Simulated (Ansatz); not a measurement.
**Geometry relaxation of C11H (part 3 of 3)**

Continued. System: C11H (slab, 12 atoms in the cell). Method: DFT PBE+D3(BJ), scalar-relativistic, plane waves, PAW, no spin polarisation (Ansatz 0.2.0); cutoff 420 eV, 12×12×1 k-mesh, Gaussian smearing of 0.1 eV. The structure derives from a Materials Project entry. The input holds or restrains some coordinates. Forces given for the steps count only the free coordinates. It belongs to a series of runs on one base structure; here: CH put at a hollow C-C site.

Geometry of the input (Å; fractional positions):
```
2.4655  0.0000  0.0000
-1.2328  2.1341  0.0000
0.0000  0.0000  33.6980
C  0.0833  0.1666  0.2522
C  0.4167  0.8334  0.2522
C  0.5833  0.1666  0.3531
C  0.9167  0.8334  0.3531
C  0.0833  0.1666  0.4540
C  0.4167  0.8334  0.4540
C  0.5833  0.1666  0.5549
C  0.9167  0.8334  0.5549
C  0.0833  0.1666  0.6558
C  0.4167  0.8334  0.6558
C  0.7500  0.5000  0.6718
H  0.7500  0.5000  0.7044
```

Output, continued
```
  k-point 42: bands = ["-13.4955", "-13.4196", "-13.3531", "-13.2201", "-12.3603", "-8.7627", "-8.7059", "-8.6540", "-8.5207", "-7.6503", "-7.5612", "-7.1823", "-7.1376", "-7.0881", "-6.9466", "-6.0915", "-1.4157", "-1.0934", "-0.7240", "-0.5387", "-0.3426", "0.4186", "1.6104", "2.9218", "4.2238", "4.5045", "4.8414", "5.1162", "5.8280", "9.9955", "11.1815", "11.6593", "12.1813", "12.3449", "12.7637"]
--- Relaxed structure (21 steps of the walk, 20 accepted, 0 SCFs on fresh bases) ---
  F+E_penalty+E_count = -2773.40048947 eV   max|allowed force component| = 1.676e-3 eV/Å
  atoms:
    - { symbol: C, position: [0.0833101797, 0.1666203594, 0.25224073329999996] }
    - { symbol: C, position: [0.41668982030000007, 0.8333796405999999, 0.25224073329999996] }
    - { symbol: C, position: [0.5833101797, 0.1666203594, 0.35312316739999994] }
    - { symbol: C, position: [0.9166898202999999, 0.8333796405999999, 0.35312316739999994] }
    - { symbol: C, position: [0.08325682300090778, 0.16651364600181554, 0.45408744832379977] }
    - { symbol: C, position: [0.41674317699909214, 0.8334863539981843, 0.45408744832379977] }
    - { symbol: C, position: [0.5832126462591447, 0.16642529251828928, 0.5544438380901578] }
    - { symbol: C, position: [0.9167873537408553, 0.8335747074817109, 0.5544438380901578] }
    - { symbol: C, position: [0.0834077918785989, 0.1668155837571978, 0.6552670140764766] }
    - { symbol: C, position: [0.4165922081214012, 0.8331844162428024, 0.6552670140764766] }
    - { symbol: C, position: [0.75, 0.49999999999999994, 0.7476899602493441] }
    - { symbol: H, position: [0.75, 0.49999999999999994, 0.7810013063216265] }
```

Trajectory as extended XYZ (Å, eV, eV/Å), 8 of the 21 frames kept, from step=1 to step=21
```
12
Lattice="2.4655 0.0000 0.0000 -1.2328 2.1341 0.0000 0.0000 0.0000 33.6980" Properties=species:S:1:pos:R:3:forces:R:3 step=1 energy=-2763.38022
C     0.0000    0.3556    8.5000    0.0000   0.0120   0.0024
C     0.0000    1.7786    8.5000    0.0000  -0.0120   0.0024
C     1.2328    0.3556   11.8995    0.0000   0.0033  -0.0013
C     1.2328    1.7786   11.8995    0.0000  -0.0033  -0.0013
C     0.0000    0.3556   15.2990    0.0000   0.0150   0.0038
C     0.0000    1.7786   15.2990    0.0000  -0.0150   0.0038
C     1.2328    0.3556   18.6985    0.0000   0.0603   0.0111
C     1.2328    1.7786   18.6985    0.0000  -0.0603   0.0111
C     0.0000    0.3556   22.0980    0.0000  -0.0221  -5.8965
C     0.0000    1.7786   22.0980    0.0000   0.0221  -5.8965
C     1.2328    1.0671   22.6380    0.0000   0.0000  11.0419
H     1.2328    1.0671   23.7380    0.0000   0.0000   0.7195
12
Lattice="2.4655 0.0000 0.0000 -1.2328 2.1341 0.0000 0.0000 0.0000 33.6980" Properties=species:S:1:pos:R:3:forces:R:3 step=4 energy=-2768.23849
C     0.0000    0.3556    8.5000    0.0000   0.0056   0.0036
C     0.0000    1.7786    8.5000    0.0000  -0.0056   0.0036
C     1.2328    0.3556   11.8995    0.0000   0.0039   0.0086
C     1.2328    1.7786   11.8995    0.0000  -0.0039   0.0086
C     0.0000    0.3564   15.3690    0.0000  -0.0259  -0.0119
C     0.0000    1.7777   15.3690    0.0000   0.0259  -0.0119
C     1.2328    0.3555   18.7348    0.0000   0.0340  -0.0955
C     1.2328    1.7786   18.7348    0.0000  -0.0340  -0.0955
C     0.0000    0.3551   21.7035    0.0000   0.0306  -2.4353
C     0.0000    1.7791   21.7035    0.0000  -0.0306  -2.4353
C     1.2328    1.0671   22.9054    0.0000   0.0000   4.5254
H     1.2328    1.0671   23.9964    0.0000   0.0000   0.5383
12
Lattice="2.4655 0.0000 0.0000 -1.2328 2.1341 0.0000 0.0000 0.0000 33.6980" Properties=species:S:1:pos:R:3:forces:R:3 step=7 energy=-2772.59477
C     0.0000    0.3556    8.5000    0.0000   0.0216   0.0045
C     0.0000    1.7786    8.5000    0.0000  -0.0216   0.0045
C     1.2328    0.3556   11.8995    0.0000  -0.0049   0.0068
C     1.2328    1.7786   11.8995    0.0000   0.0049   0.0068
C     0.0000    0.3562   15.3632    0.0000  -0.0367  -0.0361
C     0.0000    1.7779   15.3632    0.0000   0.0367  -0.0361
C     1.2328    0.3543   18.6235    0.0000   0.1479  -0.5747
C     1.2328    1.7799   18.6235    0.0000  -0.1479  -0.5747
C     0.0000    0.3603   21.2269    0.0000  -0.3290  -0.3074
C     0.0000    1.7739   21.2269    0.0000   0.3290  -0.3074
C     1.2328    1.0671   23.5025    0.0000   0.0000   0.3690
H     1.2328    1.0671   24.5790    0.0000   0.0000   1.4428
12
Lattice="2.4655 0.0000 0.0000 -1.2328 2.1341 0.0000 0.0000 0.0000 33.6980" Properties=species:S:1:pos:R:3:forces:R:3 step=10 energy=-2773.30533
C     0.0000    0.3556    8.5000    0.0000   0.0051   0.0026
C     0.0000    1.7786    8.5000    0.0000  -0.0051   0.0026
C     1.2328    0.3556   11.8995    0.0000  -0.0090  -0.0326
C     1.2328    1.7786   11.8995    0.0000   0.0090  -0.0326
C     0.0000    0.3556   15.1569    0.0000   0.0166  -0.0560
C     0.0000    1.7785   15.1569    0.0000  -0.0166  -0.0560
C     1.2328    0.3542   18.2439    0.0000   0.1484  -0.0257
C     1.2328    1.7799   18.2439    0.0000  -0.1484  -0.0257
C     0.0000    0.3576   21.2754    0.0000  -0.0684  -0.0175
C     0.0000    1.7765   21.2754    0.0000   0.0684  -0.0175
C     1.2328    1.0671   24.0515    0.0000   0.0000   0.1972
H     1.2328    1.0671   25.1709    0.0000   0.0000   0.0679
12
Lattice="2.4655 0.0000 0.0000 -1.2328 2.1341 0.0000 0.0000 0.0000 33.6980" Properties=species:S:1:pos:R:3:forces:R:3 step=12 energy=-2773.37010
C     0.0000    0.3556    8.5000    0.0000  -0.0085   0.0012
C     0.0000    1.7786    8.5000    0.0000   0.0085   0.0012
C     1.2328    0.3556   11.8995    0.0000  -0.0052  -0.0460
C     1.2328    1.7786   11.8995    0.0000   0.0052  -0.0460
C     0.0000    0.3556   15.1085    0.0000  -0.0012  -0.0061
C     0.0000    1.7785   15.1085    0.0000   0.0012  -0.0061
C     1.2328    0.3550   18.2896    0.0000   0.0316   0.0029
C     1.2328    1.7791   18.2896    0.0000  -0.0316   0.0029
C     0.0000    0.3570   21.4790    0.0000  -0.0563   0.0109
C     0.0000    1.7771   21.4790    0.0000   0.0563   0.0109
C     1.2328    1.0671   24.4482    0.0000   0.0000   0.0620
H     1.2328    1.0671   25.5700    0.0000   0.0000   0.0122
12
Lattice="2.4655 0.0000 0.0000 -1.2328 2.1341 0.0000 0.0000 0.0000 33.6980" Properties=species:S:1:pos:R:3:forces:R:3 step=15 energy=-2773.39713
C     0.0000    0.3556    8.5000    0.0000  -0.0183   0.0011
C     0.0000    1.7786    8.5000    0.0000   0.0183   0.0011
C     1.2328    0.3556   11.8995    0.0000  -0.0011  -0.0210
C     1.2328    1.7786   11.8995    0.0000   0.0011  -0.0210
C     0.0000    0.3556   15.1951    0.0000  -0.0231   0.0031
C     0.0000    1.7785   15.1951    0.0000   0.0231   0.0031
C     1.2328    0.3563   18.4976    0.0000  -0.1235   0.0190
C     1.2328    1.7778   18.4976    0.0000   0.1235   0.0190
C     0.0000    0.3560   21.9090    0.0000   0.0064  -0.0011
C     0.0000    1.7782   21.9090    0.0000  -0.0064  -0.0011
C     1.2328    1.0671   25.0321    0.0000   0.0000   0.0051
H     1.2328    1.0671   26.1549    0.0000   0.0000  -0.0073
12
Lattice="2.4655 0.0000 0.0000 -1.2328 2.1341 0.0000 0.0000 0.0000 33.6980" Properties=species:S:1:pos:R:3:forces:R:3 step=18 energy=-2773.40017
C     0.0000    0.3556    8.5000    0.0000  -0.0140   0.0012
C     0.0000    1.7786    8.5000    0.0000   0.0140   0.0012
C     1.2328    0.3556   11.8995    0.0000   0.0003  -0.0066
C     1.2328    1.7786   11.8995    0.0000  -0.0003  -0.0066
C     0.0000    0.3554   15.2630    0.0000  -0.0016   0.0083
C     0.0000    1.7787   15.2630    0.0000   0.0016   0.0083
C     1.2328    0.3553   18.6664    0.0000  -0.0162  -0.0032
C     1.2328    1.7788   18.6664    0.0000   0.0162  -0.0032
C     0.0000    0.3560   22.0619    0.0000   0.0053  -0.0044
C     0.0000    1.7782   22.0619    0.0000  -0.0053  -0.0044
C     1.2328    1.0671   25.1566    0.0000   0.0000   0.0144
H     1.2328    1.0671   26.2792    0.0000   0.0000  -0.0050
12
Lattice="2.4655 0.0000 0.0000 -1.2328 2.1341 0.0000 0.0000 0.0000 33.6980" Properties=species:S:1:pos:R:3:forces:R:3 step=21 energy=-2773.40049
C     0.0000    0.3556    8.5000    0.0000  -0.0136   0.0013
C     0.0000    1.7786    8.5000    0.0000   0.0136   0.0013
C     1.2328    0.3556   11.8995    0.0000  -0.0003  -0.0003
C     1.2328    1.7786   11.8995    0.0000   0.0003  -0.0003
C     0.0000    0.3554   15.3018    0.0000   0.0002  -0.0017
C     0.0000    1.7788   15.3018    0.0000  -0.0002  -0.0017
C     1.2328    0.3552   18.6836    0.0000   0.0009   0.0006
C     1.2328    1.7790   18.6836    0.0000  -0.0009   0.0006
C     0.0000    0.3560   22.0812    0.0000   0.0010  -0.0005
C     0.0000    1.7781   22.0812    0.0000  -0.0010  -0.0005
C     1.2328    1.0671   25.1956    0.0000   0.0000   0.0014
H     1.2328    1.0671   26.3182    0.0000   0.0000  -0.0003
```

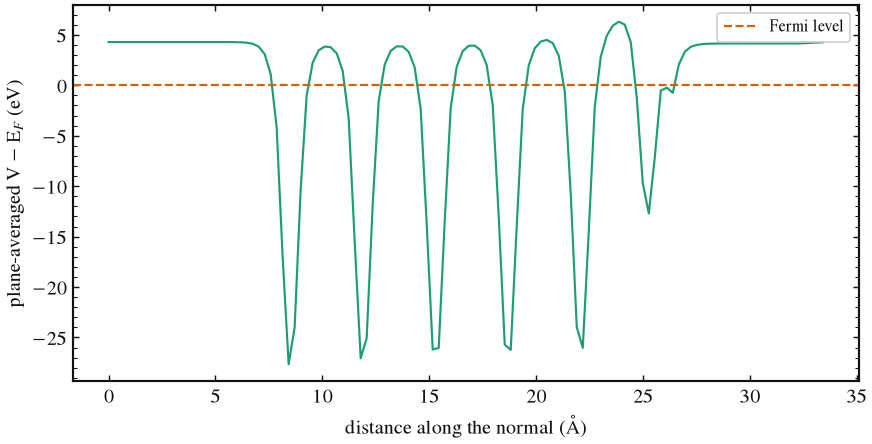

**Figure 1.** Plane average of the electrostatic potential energy of an electron across the cell, from the Fermi level. The vacuum level lies 4.15 eV above the Fermi level on the upper side and 4.29 eV on the lower.

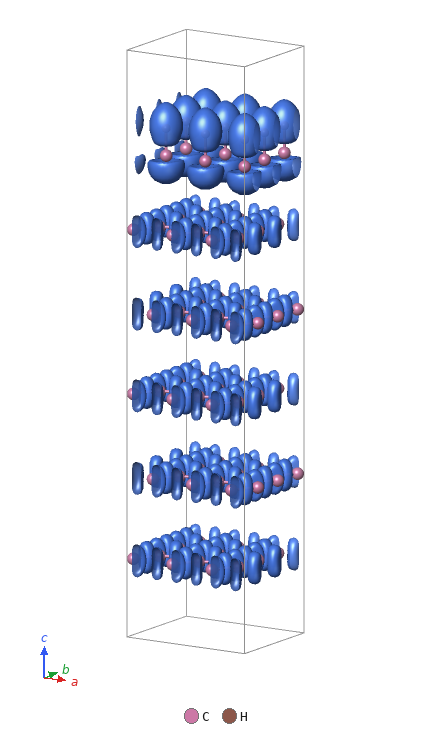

**Figure 2.** Isosurface of the ELF at 0.8 (blue), seen slightly off an axis. Only the valence region is drawn (cores and ρ < 0.01 e/Å³ removed). Sticks mark near contacts. Values along the shortest contacts: C–C (1.42 Å): the ELF peaks at about 0.95 between the atoms, which marks a shared electron pair. Core electrons are frozen (PAW), so the fields are smoothed inside the atomic spheres.

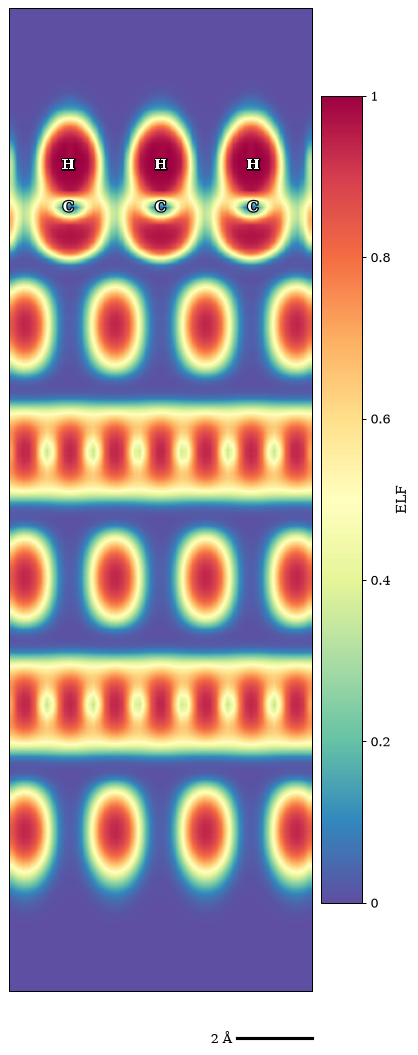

**Figure 3.** Electron localisation function on the (100) plane of the calculation cell, a cut from vacuum to vacuum. Atoms in the plane: C and H.

Summary

| quantity | value |
| --- | --- |
| outcome | converged under the restraints of the input |
| electrons treated | 45 |
| free energy | −2773.4005 eV |
| work function, top face | 4.15 eV |
| work function, bottom face | 4.29 eV |
| Fermi energy | 1.778 eV |
| gap on the k-point mesh | none (metallic) |
| final volume | 177.31 Å³ |
| work function (upper face) | 4.15 eV |
| largest force (length of the vector) at the end, held atoms and coordinates included | 0.014 eV/Å |
| wall time | 26 min |
| peak memory | 0.54 GiB |

Notes

Notes on the run: the exchange-correlation potential is rough where the density is thin.
